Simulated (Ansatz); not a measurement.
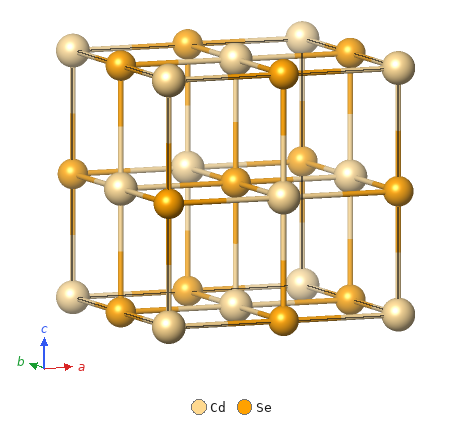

The crystal in a ball-and-stick representation, seen slightly off an axis. The parallelepiped is the conventional unit cell. Cell: a = 5.74 Å, b = 5.74 Å, c = 5.74 Å, α = 90.00°, β = 90.00°, γ = 90.00°.

The cell started as a structure listed in the Materials Project. Earlier steps of the study may have refined or changed the cell and positions. Ansatz was used for an electronic-structure calculation on it.

Notes on the structure:

The structure is one of CdSe. Space group: Fm-3m (No. 225). Lattice: face-centred cubic. Type of structure: rock salt (NaCl type). Content of the cell: 4 Cd, 4 Se (Z = 4). Cd is surrounded by six Se in an octahedral arrangement at about 2.9 Å. Around each Se lie six Cd in an octahedral arrangement at about 2.9 Å. The bonds build a three-dimensional framework.

Computational set-up: Ansatz 0.2.0, DFT PBE, scalar-relativistic, plane waves, PAW, a basis cut at 420 eV, k-points about 0.16 Å⁻¹ apart, Gaussian smearing of 0.1 eV, no spin polarisation.

What is the band gap, if any?

A metal: bands cross the Fermi level.

How charged are the atoms, by the Bader scheme?

Cd +0.79 e; Se -0.79 e.

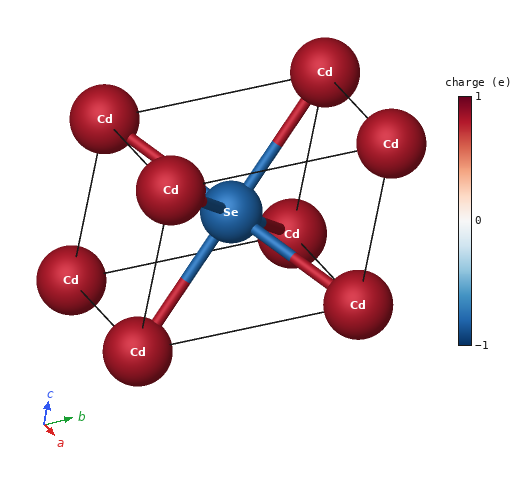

The atoms coloured by those charges. The run's cell of 2 atoms is drawn, so axes and origin can differ from the first picture.

Are forces and stress small enough to call this relaxed?

Yes. All forces vanish to within 0.01 eV/Å. The pressure is 0.0 GPa, close to zero.
